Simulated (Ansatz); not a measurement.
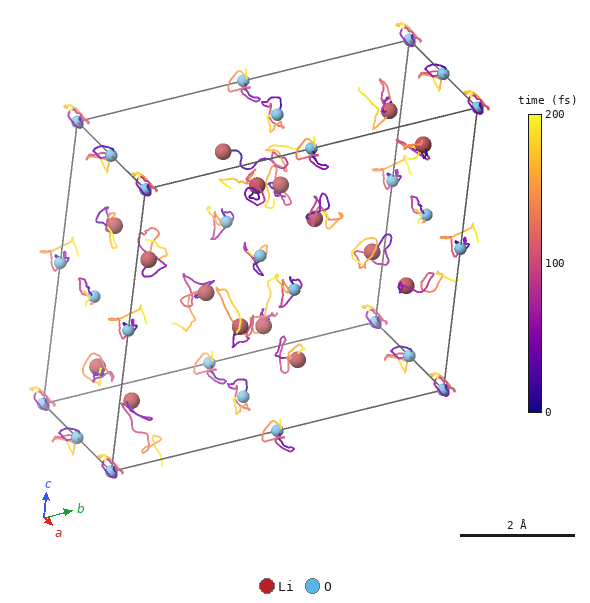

First-principles dynamics of a 24-atom cell of Li2O (set up in Fm-3m), 200 fs long. Lines trace each atom's path, coloured by time; spheres stand at the starting positions. Seen slightly off an axis in the reduced simulation cell.

Computed with Ansatz 0.2.0, DFT PBEsol, scalar-relativistic, plane waves, PAW. Run with plane-wave cutoff 420 eV; k-point mesh 2 × 2 × 2; Fermi-Dirac smearing 0.002 eV; low-accuracy preset; Langevin thermostat (NVT); set temperature 1920 K; time step 1 fs; friction 0.05 per fs.

Input file:
```yaml
accuracy: low
crystal:
  lattice:
    - [0.0, 4.61, 4.61]
    - [4.61, 0.0, 4.61]
    - [4.61, 4.61, 0.0]
  atoms:
    - { symbol: Li, position: [0.125, 0.125, 0.125] }
    - { symbol: Li, position: [0.375, 0.375, 0.375] }
    - { symbol: O, position: [0.0, 0.0, 0.0] }
    - { symbol: Li, position: [0.125, 0.125, 0.625] }
    - { symbol: Li, position: [0.375, 0.375, 0.875] }
    - { symbol: O, position: [0.0, 0.0, 0.5] }
    - { symbol: Li, position: [0.125, 0.625, 0.125] }
    - { symbol: Li, position: [0.375, 0.875, 0.375] }
    - { symbol: O, position: [0.0, 0.5, 0.0] }
    - { symbol: Li, position: [0.125, 0.625, 0.625] }
    - { symbol: Li, position: [0.375, 0.875, 0.875] }
    - { symbol: O, position: [0.0, 0.5, 0.5] }
    - { symbol: Li, position: [0.625, 0.125, 0.125] }
    - { symbol: Li, position: [0.875, 0.375, 0.375] }
    - { symbol: O, position: [0.5, 0.0, 0.0] }
    - { symbol: Li, position: [0.625, 0.125, 0.625] }
    - { symbol: Li, position: [0.875, 0.375, 0.875] }
    - { symbol: O, position: [0.5, 0.0, 0.5] }
    - { symbol: Li, position: [0.625, 0.625, 0.125] }
    - { symbol: Li, position: [0.875, 0.875, 0.375] }
    - { symbol: O, position: [0.5, 0.5, 0.0] }
    - { symbol: Li, position: [0.625, 0.625, 0.625] }
    - { symbol: Li, position: [0.875, 0.875, 0.875] }
    - { symbol: O, position: [0.5, 0.5, 0.5] }
basis:
  ecutwfc: 420.0
kpoints:
  mp_grid: { grid: [2, 2, 2] }
hamiltonian:
  xc: pbesol
scf:
  occupations: { method: fermi_dirac, width: 0.002 }
  lower_state_search: "off"
md:
  timestep: 1
  n_steps: 200
  ensemble: nvt_langevin
  temperature: 1920.0
  initial_velocities: maxwell_boltzmann
  seed: 325241
  friction: 0.05
```

Launched with:
```bash
ansatz run input.yaml --threads 1 --pin off --max-ram 3072MiB --backend cpu --events-out ev --progress --plain --runs-dir out
```

Question: What do the traces tell about the motion?

Answer: In the second half of the run the atoms are, in the root-mean-square, this far from where they began (common drift taken out): Li 0.59 Å, O 0.30 Å. Against the typical shortest distance between atoms in the first frame, about 2.0 Å, the Li atoms wander away from their sites and keep going, while the O atoms only vibrate. Over the second half the temperature averages 1855 K (spread ±232 K). The potential energy is still drifting at the end, so the run hasn't reached equilibrium. The potential energy in the second half lies on average 274 meV per atom above the first frame.

Limits of the set-up: the program's low-accuracy preset was used.

Cost: 15 min on 1 thread of Arm Neoverse V1, with other jobs on the host, peak memory 0.55 GiB.
